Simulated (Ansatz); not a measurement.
A periodic structure is given below.

```cif
data_structure
_symmetry_space_group_name_H-M 'P 42/m n m'
_symmetry_Int_Tables_number 136
_cell_length_a 5.0061
_cell_length_b 5.0061
_cell_length_c 3.0828
_cell_angle_alpha 90.000
_cell_angle_beta 90.000
_cell_angle_gamma 90.000
_cell_volume 77.26
loop_
_atom_site_label
_atom_site_type_symbol
_atom_site_symmetry_multiplicity
_atom_site_Wyckoff_symbol
_atom_site_fract_x
_atom_site_fract_y
_atom_site_fract_z
_atom_site_occupancy
Sn1 Sn 2 a 0.50000 0.50000 0.50000 1
O1 O 4 f 0.30839 0.30839 0.00000 1
```

> Before looking at a picture, describe the arrangement of atoms.

The formula is SnO2. Within 0.01 Å the space group is P4_2/mnm (No. 136), primitive tetragonal: rutile. Atoms per cell: 6 (2 Sn, 4 O). The polyhedra are SnO6 octahedra; they share corners and edges. The neighbours of Sn are six O in a distorted octahedral arrangement at 2.05 to 2.18 Å. Every O atom has three Sn at 2.05 to 2.18 Å as neighbours. The bonds build a three-dimensional framework.

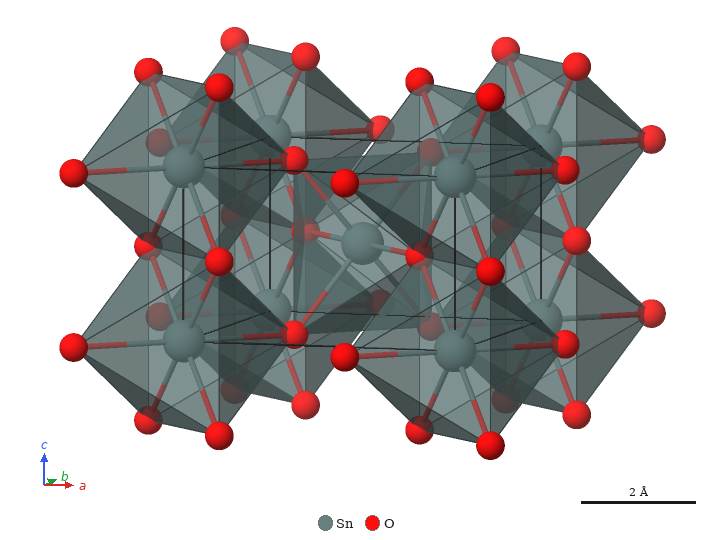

Shown here is a polyhedral view of the crystal, taken slightly off an axis. The unit cell is outlined; an atom on or near a face, edge or corner is repeated at each equivalent position. Some neighbours outside the box are added.

Its origin is a structure listed in the Materials Project. It was relaxed with DFT LDA, scalar-relativistic, plane waves, PAW (Ansatz 0.2.0) under a constraint or pressure on the cell, so some stress remains.

At this level of theory the run's own cell isn't at rest (stretched, at -10 GPa), so its distances can differ from those at equilibrium, the more so the softer the solid.
